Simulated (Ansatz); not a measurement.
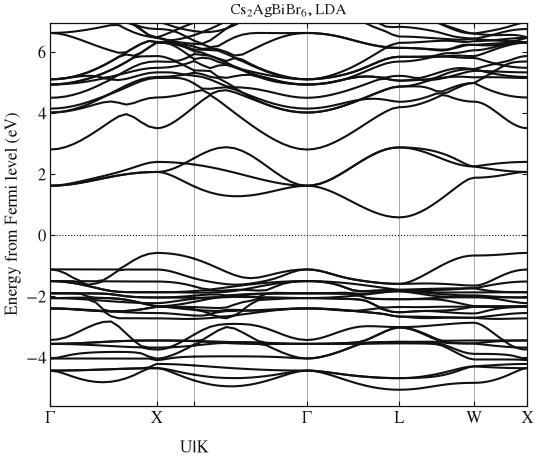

Band structure. Energies are counted from the Fermi level.

Q: Which Bravais lattice do the labels of the path belong to?

A: A face-centred cubic lattice: the path Γ–X–U|K–Γ–L–W–X runs through the special points of its Brillouin zone.

System: Cs₂AgBiBr₆, space group Fm-3m (No. 225), 10 atoms in the cell; a = 8.12 Å, b = 8.12 Å, c = 8.12 Å, α = 60.00°, β = 60.00°, γ = 60.00°.

Method: DFT LDA, scalar-relativistic, plane waves, PAW, no spin polarisation, 4×4×4 k mesh, 420 eV cutoff, Gaussian smearing of 0.02 eV (Ansatz 0.2.0).

Q: Is there a gap? Give its size, its kind and where the band edges lie.

A: The bands leave a gap. The gap along this path is 1.16 eV and indirect, from the valence-band top at X to the conduction-band bottom at L; the smallest direct gap is 2.13 eV, between L and W.

Q: What are the direct gaps at W, X and L?

A: The direct gaps are 2.55 eV at W, 2.65 eV at X and 2.18 eV at L.

Q: How much do the top valence band and the lowest conduction band disperse along the path?

A: The top valence band spans 1.0 eV and the lowest conduction band 1.5 eV.

Q: How many bands meet at the valence-band top?

A: The top valence level at X is a single band, not degenerate (spin aside).

Spin-orbit coupling is left out, which matters for Bi.
